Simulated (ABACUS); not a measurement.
GaN: single-point calculation at one volume of an equation of state (part 2 of 2)

The same run, continued: GaN (F-43m, 2 atoms in the cell); Kohn-Sham DFT of a periodic cell, PBE, PseudoDojo NC SR 0.4.1 PBE standard, no spin polarisation (ABACUS 3.10.1); cutoff 1142.88 eV, 10×10×10 k-mesh, fermi-dirac of 0.05 eV. The structure derives from a Materials Project entry. It belongs to a series of runs on one base structure; here: volume scaled by 0.98.

Geometry of the input (Å; fractional positions):
```
0.0000  2.2384  2.2384
2.2384  0.0000  2.2384
2.2384  2.2384  0.0000
Ga 0.0000  0.0000  0.0000
N  0.2500  0.2500  0.2500
```

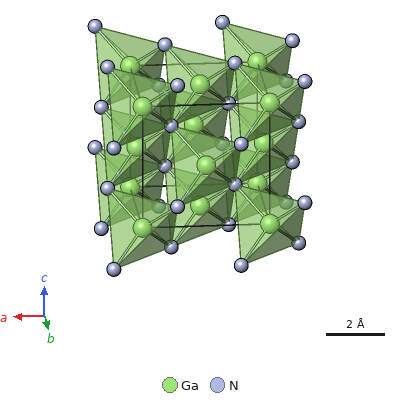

The input geometry (polyhedral view of the cell 4 times as large as that of the calculation, set on its symmetry axes, seen at an oblique angle; polyhedra are completed across the faces of the cell).

## The program's output, continued
```
 Make real space PAO into reciprocal space.
       max mesh points in Pseudopotential = 1001
     dq(describe PAO in reciprocal space) = 0.01
                                    max q = 1104

 number of pseudo atomic orbitals for Ga is 3
WARNING: norm of atomic wavefunction # 2 of atomic type Ga is 0.999997, renormalized
WARNING: norm of atomic wavefunction # 3 of atomic type Ga is 0.998668, renormalized

 number of pseudo atomic orbitals for N is 2
WARNING: norm of atomic wavefunction # 2 of atomic type N is 0.999999, renormalized

 -------------------------------------------
 SELF-CONSISTENT
 -------------------------------------------
                                 init_chg = atomic

 PW ALGORITHM --------------- ION=   1  ELEC=   1--------------------------------

 Density error is 0.521848624018
                          Error Threshold = 0.01
----------------------------------------------------------
     Energy           Rydberg                 eV
----------------------------------------------------------
 E_KohnSham     -173.5464754866      -2361.2209344350
 E_Harris       -173.6124967474      -2362.1191997709
 E_Fermi        0.7671330531         10.4373806465
----------------------------------------------------------

 PW ALGORITHM --------------- ION=   1  ELEC=   2--------------------------------

 Density error is 0.288800732381
                          Error Threshold = 0.00289915902232
----------------------------------------------------------
     Energy           Rydberg                 eV
----------------------------------------------------------
 E_KohnSham     -173.7031756889      -2363.3529500648
 E_Harris       -173.9193666776      -2366.2943793666
 E_Fermi        0.9649603260         13.1289587770
----------------------------------------------------------

 PW ALGORITHM --------------- ION=   1  ELEC=   3--------------------------------

 Density error is 0.0018913701521
                          Error Threshold = 0.00160444851323
----------------------------------------------------------
     Energy           Rydberg                 eV
----------------------------------------------------------
 E_KohnSham     -173.7580699579      -2364.0998249098
 E_Harris       -173.6842781211      -2363.0958354642
 E_Fermi        0.8679614287         11.8092210749
----------------------------------------------------------

 PW ALGORITHM --------------- ION=   1  ELEC=   4--------------------------------

 Density error is 9.59772028905e-05
                          Error Threshold = 1.05076119561e-05
----------------------------------------------------------
     Energy           Rydberg                 eV
----------------------------------------------------------
 E_KohnSham     -173.7583034951      -2364.1030023469
 E_Harris       -173.7844304524      -2364.4584778379
 E_Fermi        0.8719695352         11.8637541617
----------------------------------------------------------

 PW ALGORITHM --------------- ION=   1  ELEC=   5--------------------------------

 Density error is 1.50771684146e-05
                          Error Threshold = 5.33206682725e-07
----------------------------------------------------------
     Energy           Rydberg                 eV
----------------------------------------------------------
 E_KohnSham     -173.7583033227      -2364.1030000014
 E_Harris       -173.7637532491      -2364.1771500543
 E_Fermi        0.8721215169         11.8658219783
----------------------------------------------------------

 PW ALGORITHM --------------- ION=   1  ELEC=   6--------------------------------

 Density error is 3.6151883622e-06
                          Error Threshold = 8.37620467476e-08
----------------------------------------------------------
     Energy           Rydberg                 eV
----------------------------------------------------------
 E_KohnSham     -173.7583065469      -2364.1030438684
 E_Harris       -173.7508444291      -2364.0015165472
 E_Fermi        0.8725406075         11.8715239978
----------------------------------------------------------

 PW ALGORITHM --------------- ION=   1  ELEC=   7--------------------------------

 Density error is 3.57610837614e-07
                          Error Threshold = 2.008437979e-08
----------------------------------------------------------
     Energy           Rydberg                 eV
----------------------------------------------------------
 E_KohnSham     -173.7583067570      -2364.1030467275
 E_Harris       -173.7569129336      -2364.0840827875
 E_Fermi        0.8724641660         11.8704839585
----------------------------------------------------------

 PW ALGORITHM --------------- ION=   1  ELEC=   8--------------------------------

 Density error is 9.39265269338e-09
                          Error Threshold = 1.98672687563e-09
----------------------------------------------------------
     Energy           Rydberg                 eV
----------------------------------------------------------
 E_KohnSham     -173.7583068093      -2364.1030474389
 E_KS(sigma->0) -173.7583068093      -2364.1030474388
 E_Harris       -173.7578797492      -2364.0972369880
 E_band         1.1610468734         15.7968531240
 E_one_elec     -51.4130895419       -699.5109695542
 E_Hartree      43.2802308684        588.8577505657
 E_xc           -48.1627671228       -655.2880643178
 E_Ewald        -117.4626810129      -1598.1617641324
 E_entropy(-TS) -0.0000000000        -0.0000000001
 E_descf        0.0000000000         0.0000000000
 E_exx          0.0000000000         0.0000000000
 E_Fermi        0.8724531632         11.8703342579
----------------------------------------------------------

 charge density convergence is achieved
 final etot is -2364.1030474 eV
 EFERMI = 11.870334258 eV

 STATE ENERGY(eV) AND OCCUPATIONS    NSPIN == 1
 1/12 kpoint (Cartesian) = 0.0000 0.0000 0.0000 (1989 pws)
       1       -5.15974     0.00200000
       2       -2.67033     0.00200000
       3       -2.67033     0.00200000
       4       -2.67033     0.00200000
       5       -2.34338     0.00200000
       6       -2.34338     0.00200000
       7        10.9189     0.00200000
       8        10.9189     0.00200000
       9        10.9189     0.00200000
      10        12.8096    1.38925e-11
      11        21.4050    3.04993e-86
      12        21.4050    3.04993e-86
      13        21.4050    3.04993e-86

 2/12 kpoint (Cartesian) = 0.022338 0.022338 0.022338 (1971 pws)
       1       -5.04731      0.0160000
       2       -2.65622      0.0160000
       3       -2.65622      0.0160000
       4       -2.63055      0.0160000
       5       -2.34471      0.0160000
       6       -2.34471      0.0160000
       7        9.83417      0.0160000
       8        10.8101      0.0160000
       9        10.8101      0.0160000
      10        13.6456    6.08849e-18
      11        20.9015    5.75964e-81
      12        21.5708    8.84454e-87
      13        21.5708    8.84454e-87

 3/12 kpoint (Cartesian) = 0.044675 0.044675 0.044675 (1970 pws)
       1       -4.76511      0.0160000
       2       -2.62360      0.0160000
       3       -2.62360      0.0160000
       4       -2.46260      0.0160000
       5       -2.34332      0.0160000
       6       -2.34332      0.0160000
       7        8.00103      0.0160000
       8        10.5425      0.0160000
       9        10.5425      0.0160000
      10        14.7298    2.32826e-27
      11        20.1080    4.48980e-74
      12        21.8326    4.70896e-89
      13        21.8326    4.70896e-89

 4/12 kpoint (Cartesian) = 0.067013 0.067013 0.067013 (1979 pws)
       1       -4.46836      0.0160000
       2       -2.59493      0.0160000
       3       -2.59493      0.0160000
       4       -2.32883      0.0160000
       5       -2.32883      0.0160000
       6       -2.05061      0.0160000
       7        6.09256      0.0160000
       8        10.2400      0.0160000
       9        10.2400      0.0160000
      10        15.4240    2.17468e-33
      11        19.7185    1.08677e-70
      12        21.7919    1.06211e-88
      13        21.7919    1.06211e-88

 5/12 kpoint (Cartesian) = 0.089350 0.089350 0.089350 (1949 pws)
       1       -4.29398      0.0160000
       2       -2.58290      0.0160000
       3       -2.58290      0.0160000
       4       -2.30500      0.0160000
       5       -2.30500      0.0160000
       6       -1.41521      0.0160000
       7        4.47759      0.0160000
       8        10.0135      0.0160000
       9        10.0135      0.0160000
      10        15.6862    1.14840e-35
      11        19.7109    1.26421e-70
      12        21.5491    1.36677e-86
      13        21.5491    1.36677e-86

 6/12 kpoint (Cartesian) = 0.11169 0.11169 0.11169 (1946 pws)
       1       -4.24424     0.00800000
       2       -2.58083     0.00800000
       3       -2.58083     0.00800000
       4       -2.29313     0.00800000
       5       -2.29313     0.00800000
       6       -1.03682     0.00800000
       7        3.76652     0.00800000
       8        9.93059     0.00800000
       9        9.93059     0.00800000
      10        15.7336    2.22294e-36
      11        19.7562    2.55587e-71
      12        21.4289    7.55424e-86
      13        21.4289    7.55424e-86

[... levels at 6 further k points ...]

------------------------------------------------------------------------------------------
 TOTAL-FORCE (eV/Angstrom)
------------------------------------------------------------------------------------------
                       Ga1         0.0000000000         0.0000000000         0.0000000000
                        N1         0.0000000000         0.0000000000         0.0000000000
------------------------------------------------------------------------------------------

----------------------------------------------------------------
 TOTAL-STRESS (KBAR)
----------------------------------------------------------------
        93.2218801486        -0.0000000000         0.0000000000
         0.0000000000        93.2218801486        -0.0000000000
         0.0000000000        -0.0000000000        93.2218801486
----------------------------------------------------------------
 TOTAL-PRESSURE: 93.221880 KBAR

 --------------------------------------------
 !FINAL_ETOT_IS -2364.1030474388735456 eV
 --------------------------------------------
```

## Standard output
```
ABACUS v3.10.1

               Atomic-orbital Based Ab-initio Computation at UStc

%%%%%%%%%%%%%%%%%%%%%%%%%%%%%%%%%%%%%%%%%%%%%%%%%%%%%%%%%%%%%%%%%%%%%%%%%%%%%%%%%%%%%%%%%%%%%%%%%%%%%%%%%
 Warning: the number of valence electrons in pseudopotential > 3 for Ga: [Ar] 3d10 4s2 4p1
 Pseudopotentials with additional electrons can yield (more) accurate outcomes, but may be less efficient.
 If you're confident that your chosen pseudopotential is appropriate, you can safely ignore this warning.
%%%%%%%%%%%%%%%%%%%%%%%%%%%%%%%%%%%%%%%%%%%%%%%%%%%%%%%%%%%%%%%%%%%%%%%%%%%%%%%%%%%%%%%%%%%%%%%%%%%%%%%%%

 UNIFORM GRID DIM        : 36 * 36 * 36
 UNIFORM GRID DIM(BIG)   : 36 * 36 * 36
 ---------------------------------------------------------
 Self-consistent calculations for electrons
 ---------------------------------------------------------
 SPIN    KPOINTS         PROCESSORS  THREADS
 1       47              4           4
 ---------------------------------------------------------
 Use plane wave basis
 ---------------------------------------------------------
 ELEMENT NATOM       XC
 Ga      1
 N       1
 ---------------------------------------------------------
 Initial plane wave basis and FFT box
 ---------------------------------------------------------
 -------------------------------------------
 SELF-CONSISTENT :
 -------------------------------------------
 START CHARGE      : atomic
 ITER       ETOT/eV          EDIFF/eV         DRHO     TIME/s
 DA1     -2.36122093e+03   0.00000000e+00   5.2185e-01   0.42
 DA2     -2.36335295e+03  -2.13201563e+00   2.8880e-01   0.40
 DA3     -2.36409982e+03  -7.46874845e-01   1.8914e-03   0.41
 DA4     -2.36410300e+03  -3.17743718e-03   9.5977e-05   0.44
 DA5     -2.36410300e+03   2.34553349e-06   1.5077e-05   0.37
 DA6     -2.36410304e+03  -4.38669696e-05   3.6152e-06   0.44
 DA7     -2.36410305e+03  -2.85914935e-06   3.5761e-07   0.33
 DA8     -2.36410305e+03  -7.11340705e-07   9.3927e-09   0.42
----------------------------------------------------------------
 TOTAL-STRESS (KBAR)
----------------------------------------------------------------
        93.2218801486        -0.0000000000         0.0000000000
         0.0000000000        93.2218801486        -0.0000000000
         0.0000000000        -0.0000000000        93.2218801486
----------------------------------------------------------------
 TOTAL-PRESSURE: 93.221880 KBAR
```
